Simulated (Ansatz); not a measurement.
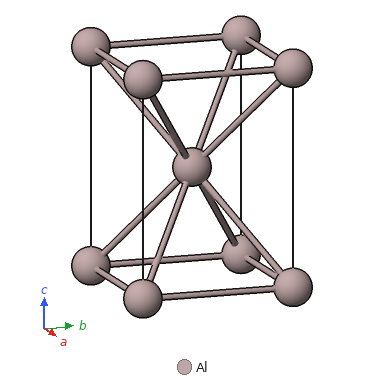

System: Al, space group Fm-3m (No. 225). The picture shows the cell.

Starting cell:
```
CELL_PARAMETERS angstrom
1.99634 1.99634 0.00000
-1.99634 1.99634 0.00000
0.00000 0.00000 3.99268
ATOMIC_POSITIONS crystal
Al 0.00000 0.00000 0.00000
Al 0.50000 0.50000 0.50000
```

One of the inputs:
```
crystal:
  lattice:
    - [1.9963396846, 1.9963396846, 0.0]
    - [-1.9963396846, 1.9963396846, 0.0]
    - [0.0, 0.0, 3.9926793692]
  atoms:
    - { symbol: Al, position: [0.0, 0.0, 0.0] }
    - { symbol: Al, position: [0.5, 0.5, 0.5] }
basis:
  ecutwfc: 500
kpoints:
  mp_grid: { grid: [18, 18, 14] }
hamiltonian:
  xc: r2scan
scf:
  occupations: { method: gaussian, width: 0.1 }
output:
  forces: true
  stress: true
  eigenvalues: true
  write_density: true
  write_potential: true
  elf: true
  volumetric_format: npy
```

Command:
```bash
ansatz run input.yaml --threads 1 --pin off --max-ram 2560MiB --backend cpu --events-out ev --progress --plain --runs-dir out
```

Calculation (Ansatz 0.2.0): energy, stress and cell of a relaxed crystal along a series of strains, atoms and what the cell freedom names relaxed within the symmetry; stress is positive in compression; plane waves with PAW datasets, Γ-centred k mesh; energies extrapolated to zero smearing. Level: r2SCAN, no spin polarisation.

- wave cutoff: 500 eV
- k mesh: 18×18×14
- occupations: Gaussian
- smearing width: 0.1 eV
- strain kind: stretch along c with a and b held
- cell freedom: cell held, only c stretched

What does the calculation give for the energy change, stress zz and c/a against strain? The strain takes the values −4.5, −3.0, −1.5, 0.0, 1.5, 3.0, 4.5 %.

The energy rises on both sides of the starting structure, which is therefore a minimum along this path. The energy change is 17.80 meV/atom at strain −4.5 % and 13.67 meV/atom at 4.5 %; the lowest computed point is at strain 0.0 % (0.00 meV/atom). The stress zz falls from 6.92 GPa at strain −4.5 % to −5.56 GPa at 4.5 %, and changes sign near 0.2 %. The c/a rises from 1.3506 at strain −4.5 % to 1.4779 at 4.5 %.

```
strain (%)  energy change (meV/atom)  stress zz (GPa)     c/a
      -4.5                     17.80             6.92  1.3506
      -3.0                      8.56             5.26  1.3718
      -1.5                      2.34             2.85  1.3930
       0.0                      0.00             0.30  1.4142
       1.5                      1.26            -2.05  1.4354
       3.0                      6.12            -4.31  1.4566
       4.5                     13.67            -5.56  1.4779
```

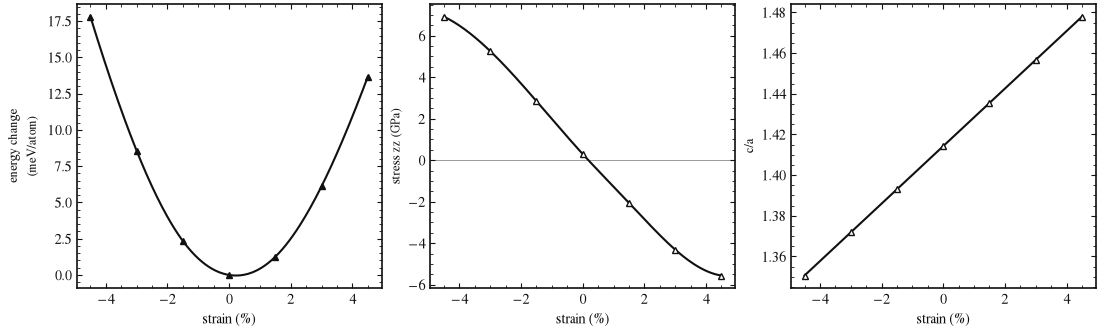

Caveats: given cell holds a small stress on this mesh.
